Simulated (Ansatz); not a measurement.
Run report: Ge5H3, geometry relaxation (part 3 of 3)

Ge5H3 (slab, 8 atoms in the cell); DFT PBE+D3(BJ), scalar-relativistic, plane waves, PAW, no spin polarisation (Ansatz 0.2.0); cutoff 420 eV, 7×7×1 k-mesh, Gaussian smearing of 0.1 eV. The structure derives from an entry of the Crystallography Open Database. The input holds or restrains some coordinates. Forces given for the steps count only the free coordinates.

Geometry of the input (Å; fractional positions):
```
4.0301  0.0000  0.0000
0.0000  4.0301  0.0000
0.0000  0.0000  25.6117
H  0.5000  0.8201  0.3319
H  0.5000  0.1799  0.3319
Ge 0.5000  0.5000  0.3675
Ge 0.0000  0.5000  0.4231
Ge 0.0000  0.0000  0.4794
Ge 0.5000  0.0000  0.5350
Ge 0.5000  0.5000  0.5935
H  0.0000  0.5000  0.5552
```

**Output, continued**
```
--- Per-component energies (eV) ---
  E_band       = -1398.795780
  E_kinetic    = 591.427076
  E_local      = -76901.097635  (includes V_loc(G=0)·N_el)
  E_nonlocal   = 2095.359548
  E_hartree    = 37366.186492
  E_xc         = -401.354616
  E_vxc        = -353.109004  (∫ρ·V_xc dr)
  E_paw        = -10099.475718  (= ΣΔE_a)
  E_vpaw       = -1564.076511  (= ΣTr[D̂ρ^β])
  E_aug_tail   = -0.001811  (compensation charges beyond the density's cutoff)
  E_efield     = 0.000184  (sawtooth field / dipole correction)
  E_vefield    = 0.324010  (∫n·V_field dr)
  E_ewald      = 25828.457526
  E_disp       = -1.256605  (pairwise vdW)
  E_smearing   = -0.004849  (= −TS)
  E_closure    = 0.000000  (closes the sum)
  Σ components = -21521.760407   (vs F -21521.760407, Δ=0.00e0)
--- Forces (eV/Å), atoms counted from 1 ---
  atom   1  H      0.00000000    -0.52231243     0.18326363
  atom   2  H      0.00000000     0.52231243     0.18326363
  atom   3  Ge     0.00000000     0.00000000    -0.19446245
  atom   4  Ge     0.00000000     0.00000000    -0.17431874
  atom   5  Ge     0.00000000     0.00000000     0.00327384
  atom   6  Ge     0.00000000     0.00000000    -0.00038643
  atom   7  Ge     0.00000000     0.00000000    -0.00206706
  atom   8  H      0.00000000     0.00000000     0.00145151
  max |Σ_I F_I| component: 1.79e-5 eV/Å
--- Band table (eV; the first three rows and the last of 16) ---
  k-point 0: bands = ["-25.4405", "-25.3852", "-25.3819", "-25.3718", "-25.3462", "-25.3370", "-25.3304", "-25.3258", "-25.3003", "-25.2821", "-25.2728", "-25.2485", "-25.2396", "-25.2314", "-25.1672", "-25.1212", "-25.1207", "-25.0813", "-25.0593", "-25.0445", "-25.0373", "-25.0123", "-25.0103", "-25.0062", "-24.9822", "-12.7967", "-11.6324", "-9.9485", "-7.6848", "-5.0034", "-3.5117", "-3.0985", "-2.5897", "-2.2486", "-1.7666", "-1.2594", "0.0526", "0.3743", "0.6667", "0.7366", "1.1901", "1.5415", "2.7831", "3.0890", "3.0963"]
  k-point 1: bands = ["-25.4446", "-25.3866", "-25.3845", "-25.3588", "-25.3565", "-25.3327", "-25.3235", "-25.3230", "-25.3006", "-25.2816", "-25.2701", "-25.2512", "-25.2407", "-25.2349", "-25.1698", "-25.1255", "-25.1149", "-25.0817", "-25.0583", "-25.0439", "-25.0369", "-25.0144", "-25.0137", "-25.0087", "-24.9764", "-12.6432", "-11.5076", "-9.8141", "-7.8001", "-5.4441", "-3.8892", "-3.6507", "-2.9730", "-2.3774", "-1.8193", "-1.7179", "0.4941", "0.7677", "0.8534", "0.8749", "1.7699", "2.3184", "2.7364", "3.2463", "3.6219"]
  k-point 2: bands = ["-25.4449", "-25.3944", "-25.3898", "-25.3654", "-25.3406", "-25.3309", "-25.3164", "-25.3100", "-25.2969", "-25.2806", "-25.2728", "-25.2565", "-25.2444", "-25.2346", "-25.1766", "-25.1277", "-25.1115", "-25.0825", "-25.0559", "-25.0426", "-25.0403", "-25.0172", "-25.0152", "-25.0067", "-24.9737", "-12.2030", "-11.2034", "-9.5278", "-8.1042", "-6.5215", "-5.1474", "-4.2416", "-2.7777", "-2.6256", "-2.0946", "-1.6509", "0.4079", "0.8157", "0.8454", "0.8697", "2.4031", "2.9567", "3.5883", "3.7819", "4.1529"]
  k-point 15: bands = ["-25.4397", "-25.4233", "-25.3867", "-25.3624", "-25.3321", "-25.3152", "-25.3075", "-25.3026", "-25.2816", "-25.2794", "-25.2692", "-25.2623", "-25.2492", "-25.2329", "-25.2027", "-25.1189", "-25.0901", "-25.0885", "-25.0670", "-25.0524", "-25.0466", "-25.0192", "-25.0117", "-25.0008", "-24.9667", "-10.1865", "-9.7418", "-9.2527", "-8.7387", "-8.2142", "-6.6182", "-5.0383", "-4.1585", "-4.0379", "-3.5620", "-3.4800", "-1.9695", "1.0596", "1.5108", "1.6727", "2.1840", "3.4931", "3.9927", "4.2319", "4.9279"]
--- Relaxed structure (10 steps of the walk, 10 accepted, 0 SCFs on fresh bases) ---
  F+E_penalty+E_count = -21521.76040697 eV   max|allowed force component| = 3.274e-3 eV/Å
  atoms:
    - { symbol: H, position: [0.5, 0.8201104081, 0.33187978650000005] }
    - { symbol: H, position: [0.5, 0.1798895919, 0.33187978650000005] }
    - { symbol: Ge, position: [0.5, 0.5, 0.36749993640000006] }
    - { symbol: Ge, position: [0.0, 0.5, 0.42313266530000004] }
    - { symbol: Ge, position: [0.0, 0.0, 0.4784766201522966] }
    - { symbol: Ge, position: [0.5, 0.0, 0.533585296839441] }
    - { symbol: Ge, position: [0.5, 0.5, 0.5902025626957365] }
    - { symbol: H, position: [0.0, 0.5, 0.6101732184506392] }
```

**Trajectory as extended XYZ (Å, eV, eV/Å), 10 frames, from step=1 to step=10**
```
8
Lattice="4.0301 0.0000 0.0000 0.0000 4.0301 0.0000 0.0000 0.0000 25.6117" Properties=species:S:1:pos:R:3:forces:R:3 step=1 energy=-21521.01814
H     2.0150    3.3051    8.5000    0.0000  -0.4284   0.1205
H     2.0150    0.7250    8.5000    0.0000   0.4284   0.1205
Ge    2.0150    2.0150    9.4123    0.0000   0.0000  -0.1304
Ge    0.0000    2.0150   10.8371    0.0000   0.0000  -0.1412
Ge    0.0000    0.0000   12.2788    0.0000   0.0000  -0.1243
Ge    2.0150    0.0000   13.7016    0.0000   0.0000  -0.2808
Ge    2.0150    2.0150   15.2000    0.0000   0.0000  -0.2649
H     0.0000    2.0150   14.2200    0.0000   0.0000   0.7008
8
Lattice="4.0301 0.0000 0.0000 0.0000 4.0301 0.0000 0.0000 0.0000 25.6117" Properties=species:S:1:pos:R:3:forces:R:3 step=2 energy=-21521.15970
H     2.0150    3.3051    8.5000    0.0000  -0.4368   0.1192
H     2.0150    0.7250    8.5000    0.0000   0.4368   0.1192
Ge    2.0150    2.0150    9.4123    0.0000   0.0000  -0.1500
Ge    0.0000    2.0150   10.8371    0.0000   0.0000  -0.3130
Ge    0.0000    0.0000   12.2506    0.0000   0.0000   0.1243
Ge    2.0150    0.0000   13.6500    0.0000   0.0000  -0.1387
Ge    2.0150    2.0150   15.1512    0.0000   0.0000  -0.3076
H     0.0000    2.0150   14.4150    0.0000   0.0000   0.5470
8
Lattice="4.0301 0.0000 0.0000 0.0000 4.0301 0.0000 0.0000 0.0000 25.6117" Properties=species:S:1:pos:R:3:forces:R:3 step=3 energy=-21521.29401
H     2.0150    3.3051    8.5000    0.0000  -0.4441   0.1184
H     2.0150    0.7250    8.5000    0.0000   0.4441   0.1184
Ge    2.0150    2.0150    9.4123    0.0000   0.0000  -0.1223
Ge    0.0000    2.0150   10.8371    0.0000   0.0000  -0.3378
Ge    0.0000    0.0000   12.2561    0.0000   0.0000  -0.0359
Ge    2.0150    0.0000   13.6132    0.0000   0.0000   0.0181
Ge    2.0150    2.0150   15.0807    0.0000   0.0000  -0.3152
H     0.0000    2.0150   14.6092    0.0000   0.0000   0.5561
8
Lattice="4.0301 0.0000 0.0000 0.0000 4.0301 0.0000 0.0000 0.0000 25.6117" Properties=species:S:1:pos:R:3:forces:R:3 step=4 energy=-21521.42553
H     2.0150    3.3051    8.5000    0.0000  -0.4787   0.1393
H     2.0150    0.7250    8.5000    0.0000   0.4787   0.1393
Ge    2.0150    2.0150    9.4123    0.0000   0.0000  -0.1408
Ge    0.0000    2.0150   10.8371    0.0000   0.0000  -0.3623
Ge    0.0000    0.0000   12.2517    0.0000   0.0000  -0.2416
Ge    2.0150    0.0000   13.5846    0.0000   0.0000   0.2237
Ge    2.0150    2.0150   15.0184    0.0000   0.0000  -0.3806
H     0.0000    2.0150   14.8012    0.0000   0.0000   0.6223
8
Lattice="4.0301 0.0000 0.0000 0.0000 4.0301 0.0000 0.0000 0.0000 25.6117" Properties=species:S:1:pos:R:3:forces:R:3 step=5 energy=-21521.55903
H     2.0150    3.3051    8.5000    0.0000  -0.5143   0.1632
H     2.0150    0.7250    8.5000    0.0000   0.5143   0.1632
Ge    2.0150    2.0150    9.4123    0.0000   0.0000  -0.1863
Ge    0.0000    2.0150   10.8371    0.0000   0.0000  -0.3563
Ge    0.0000    0.0000   12.2392    0.0000   0.0000  -0.3836
Ge    2.0150    0.0000   13.5630    0.0000   0.0000   0.2644
Ge    2.0150    2.0150   14.9602    0.0000   0.0000  -0.2234
H     0.0000    2.0150   14.9933    0.0000   0.0000   0.5580
8
Lattice="4.0301 0.0000 0.0000 0.0000 4.0301 0.0000 0.0000 0.0000 25.6117" Properties=species:S:1:pos:R:3:forces:R:3 step=6 energy=-21521.66037
H     2.0150    3.3051    8.5000    0.0000  -0.5262   0.1768
H     2.0150    0.7250    8.5000    0.0000   0.5262   0.1768
Ge    2.0150    2.0150    9.4123    0.0000   0.0000  -0.2222
Ge    0.0000    2.0150   10.8371    0.0000   0.0000  -0.5058
Ge    0.0000    0.0000   12.2077    0.0000   0.0000  -0.0790
Ge    2.0150    0.0000   13.5646    0.0000   0.0000  -0.1360
Ge    2.0150    2.0150   14.9254    0.0000   0.0000   0.2151
H     0.0000    2.0150   15.1872    0.0000   0.0000   0.3751
8
Lattice="4.0301 0.0000 0.0000 0.0000 4.0301 0.0000 0.0000 0.0000 25.6117" Properties=species:S:1:pos:R:3:forces:R:3 step=7 energy=-21521.72535
H     2.0150    3.3051    8.5000    0.0000  -0.5233   0.1782
H     2.0150    0.7250    8.5000    0.0000   0.5233   0.1782
Ge    2.0150    2.0150    9.4123    0.0000   0.0000  -0.2071
Ge    0.0000    2.0150   10.8371    0.0000   0.0000  -0.3060
Ge    0.0000    0.0000   12.2320    0.0000   0.0000   0.0875
Ge    2.0150    0.0000   13.6387    0.0000   0.0000  -0.2992
Ge    2.0150    2.0150   15.0300    0.0000   0.0000   0.0984
H     0.0000    2.0150   15.3872    0.0000   0.0000   0.2702
8
Lattice="4.0301 0.0000 0.0000 0.0000 4.0301 0.0000 0.0000 0.0000 25.6117" Properties=species:S:1:pos:R:3:forces:R:3 step=8 energy=-21521.75507
H     2.0150    3.3051    8.5000    0.0000  -0.5267   0.1853
H     2.0150    0.7250    8.5000    0.0000   0.5267   0.1853
Ge    2.0150    2.0150    9.4123    0.0000   0.0000  -0.2136
Ge    0.0000    2.0150   10.8371    0.0000   0.0000  -0.3261
Ge    0.0000    0.0000   12.2319    0.0000   0.0000   0.0146
Ge    2.0150    0.0000   13.6265    0.0000   0.0000  -0.0090
Ge    2.0150    2.0150   15.0531    0.0000   0.0000   0.1988
H     0.0000    2.0150   15.5822    0.0000   0.0000  -0.0365
8
Lattice="4.0301 0.0000 0.0000 0.0000 4.0301 0.0000 0.0000 0.0000 25.6117" Properties=species:S:1:pos:R:3:forces:R:3 step=9 energy=-21521.76027
H     2.0150    3.3051    8.5000    0.0000  -0.5230   0.1836
H     2.0150    0.7250    8.5000    0.0000   0.5230   0.1836
Ge    2.0150    2.0150    9.4123    0.0000   0.0000  -0.1967
Ge    0.0000    2.0150   10.8371    0.0000   0.0000  -0.1887
Ge    0.0000    0.0000   12.2523    0.0000   0.0000  -0.0037
Ge    2.0150    0.0000   13.6613    0.0000   0.0000  -0.0107
Ge    2.0150    2.0150   15.1062    0.0000   0.0000   0.0356
H     0.0000    2.0150   15.6198    0.0000   0.0000  -0.0029
8
Lattice="4.0301 0.0000 0.0000 0.0000 4.0301 0.0000 0.0000 0.0000 25.6117" Properties=species:S:1:pos:R:3:forces:R:3 step=10 energy=-21521.76041
H     2.0150    3.3051    8.5000    0.0000  -0.5223   0.1833
H     2.0150    0.7250    8.5000    0.0000   0.5223   0.1833
Ge    2.0150    2.0150    9.4123    0.0000   0.0000  -0.1945
Ge    0.0000    2.0150   10.8371    0.0000   0.0000  -0.1743
Ge    0.0000    0.0000   12.2546    0.0000   0.0000   0.0033
Ge    2.0150    0.0000   13.6660    0.0000   0.0000  -0.0004
Ge    2.0150    2.0150   15.1161    0.0000   0.0000  -0.0021
H     0.0000    2.0150   15.6276    0.0000   0.0000   0.0015
```

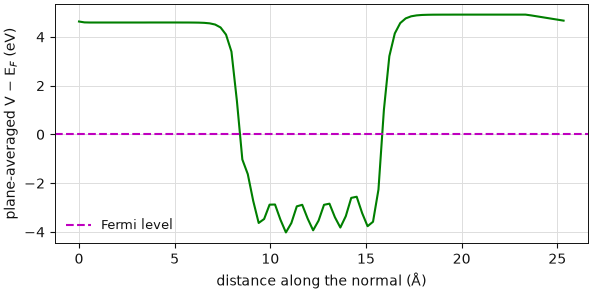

Fig. 1: Plane average of the electrostatic potential energy of an electron across the cell, from the Fermi level. The vacuum level lies 4.91 eV above the Fermi level on the upper side and 4.59 eV on the lower.

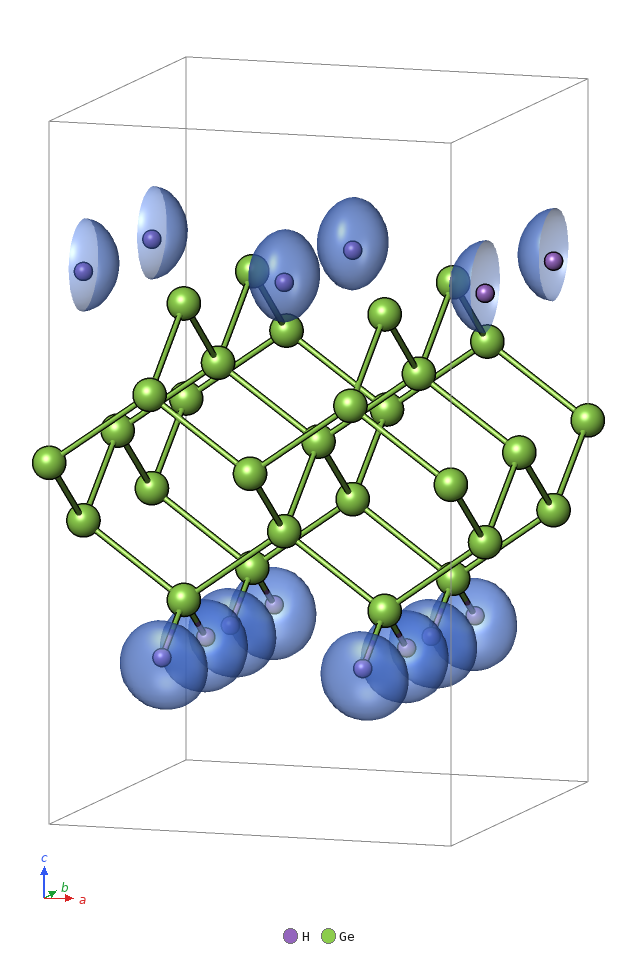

Fig. 2: Isosurface of the ELF at 0.85 (blue), seen slightly off an axis. Core shells and regions of very low density are left out. Sticks mark near contacts. Profiles from the grid: Ge–H (1.58 Å): the ELF climbs to about 1 towards the hydrogen, as it does in any bond to H. Ge–Ge (2.46 Å): the ELF peaks at about 0.75 between the atoms, which marks localised, shared-pair bonding. Core electrons are frozen (PAW), so the fields are smoothed inside the atomic spheres.

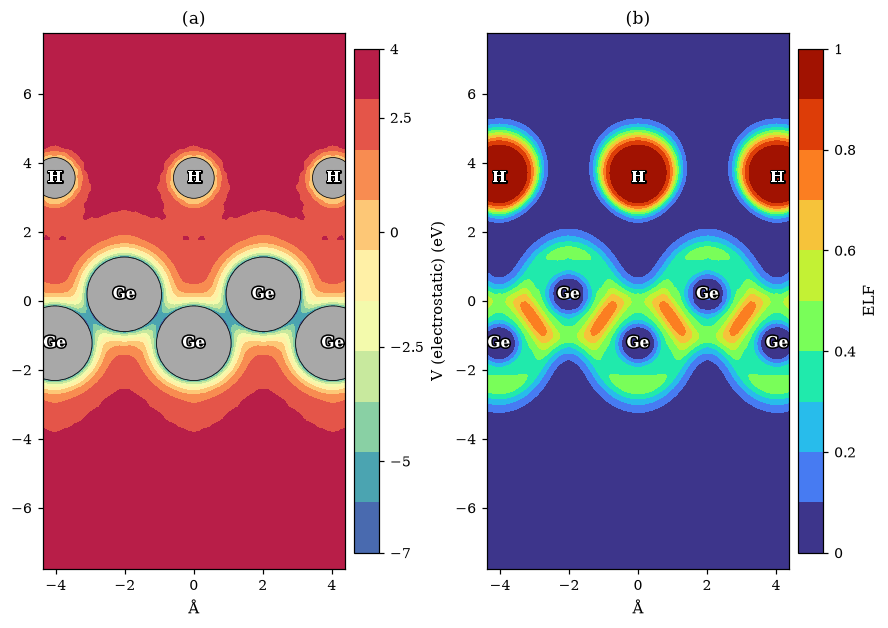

Fig. 3: (a) electrostatic potential (local pseudopotential plus Hartree) felt by an electron; (b) electron localisation function on the (100) plane of the calculation cell, a cut from vacuum to vacuum. Grey discs, where drawn, cover atomic cores. The section cuts through Ge and H sites. Ge–Ge (2.46 Å): the ELF peaks at about 0.75 between the atoms, which marks localised, shared-pair bonding.

**Results in brief**

```tsv
quantity	value
outcome	converged under the restraints of the input
electrons treated	73
free energy	−21521.7604 eV
work function, top face	4.91 eV
work function, bottom face	4.59 eV
Fermi energy	−1.130 eV
gap on the k-point mesh	none (metallic)
final volume	415.97 Å³
work function (upper face)	4.91 eV
largest force (length of the vector) at the end, held atoms and coordinates included	0.554 eV/Å
wall time	8.2 min
peak memory	0.63 GiB
```

**Notes**

The program warns: the exchange-correlation potential is rough where the density is thin.
